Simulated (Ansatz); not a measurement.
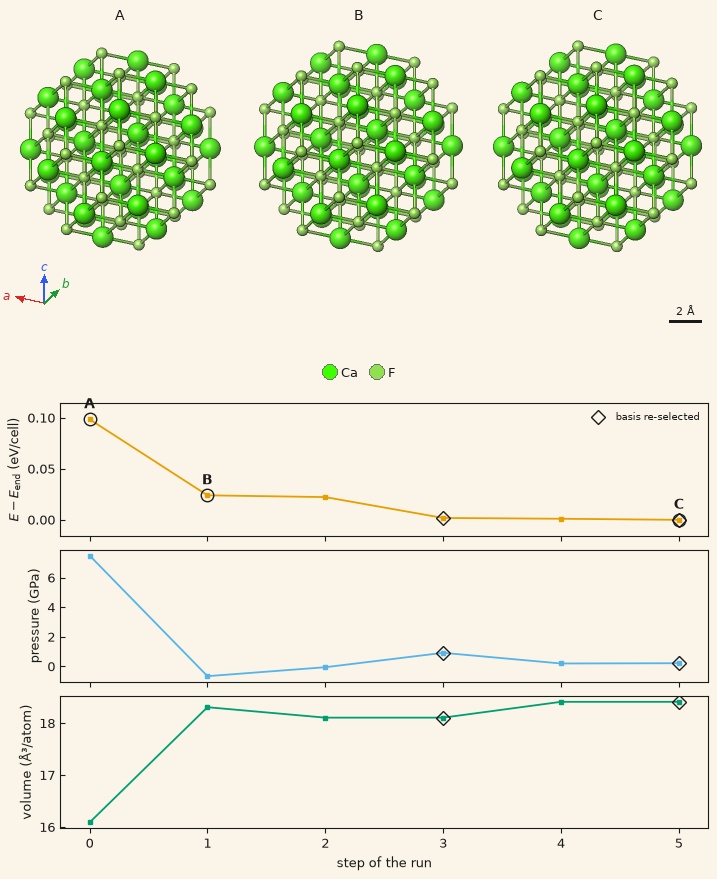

Frames of a relaxation of crystalline CaF (a generated structure, set up in Fm-3m) (coarse preliminary run), marked on the history of the run. Style: ball-and-stick. Shown: the conventional cell (4 times the calculation's cell), from a free direction. Lengths and directions refer to the drawn axes.

Method: Ansatz 0.2.0, DFT PBE, scalar-relativistic, plane waves, PAW.

Input file:
```yaml
crystal:
  lattice:
    - [0.0, 2.52452355, 2.52452355]
    - [2.52452355, 0.0, 2.52452355]
    - [2.52452355, 2.52452355, 0.0]
  atoms:
    - { symbol: Ca, position: [0.0, 0.0, 0.0] }
    - { symbol: F, position: [0.5, 0.5, 0.5] }
basis:
  ecutwfc: 420
kpoints:
  mp_grid: { grid: [6, 6, 6] }
hamiltonian:
  xc: pbe
scf:
  occupations: { method: gaussian, width: 0.1 }
  lower_state_search: "off"
output:
  forces: true
  stress: true
  eigenvalues: true
relax:
  adjacent_minimum: "off"
  f_tol: 0.04
  max_steps: 70
  cell: { stress_tol: 0.4 }
```

Command:
```bash
ansatz run input.yaml --threads 1 --pin off --max-ram 2560MiB --backend cpu --events-out ev --progress --plain --runs-dir out
```

Question: Describe the path.

Answer: No atom moves by more than 0.005 Å relative to the cell. Cell: a = b = c 5.049 → 5.281 Å (+4.6 %). Volume +14.4 %. Some distances before and after: Ca1–F2 2.525 → 2.641 Å. The space group stays Fm-3m (No. 225). Over 3 accepted moves (5 points after the start) the energy falls by 98.5 meV per cell of the calculation. All forces vanish by symmetry, so only the cell relaxes. The pressure goes from 7.50 to 0.22 GPa. At 2 points the geometry stayed and the basis and grid were re-selected for the new cell (energy shift of 20.5 meV per cell of the calculation at most each time). The run took 2.1 s on 1 thread of AMD EPYC 9R14 (Zen 4), on a shared host, peak memory 0.34 GiB. From step 0 to 1: volume +13.8 %, energy −74.5 meV per cell of the calculation. From step 1 to 5: volume +0.6 %, energy −24.0 meV per cell of the calculation.

```csv
step,"E − E(0), meV/atom","pressure, GPa","volume, Å³/atom",note
0,0.00,7.50,16.089,
1,-37.25,-0.66,18.308,
2,-38.12,-0.05,18.107,
3,-48.35,0.92,18.107,"same geometry, new basis"
4,-48.74,0.20,18.412,
5,-49.27,0.22,18.412,"same geometry, new basis"
```
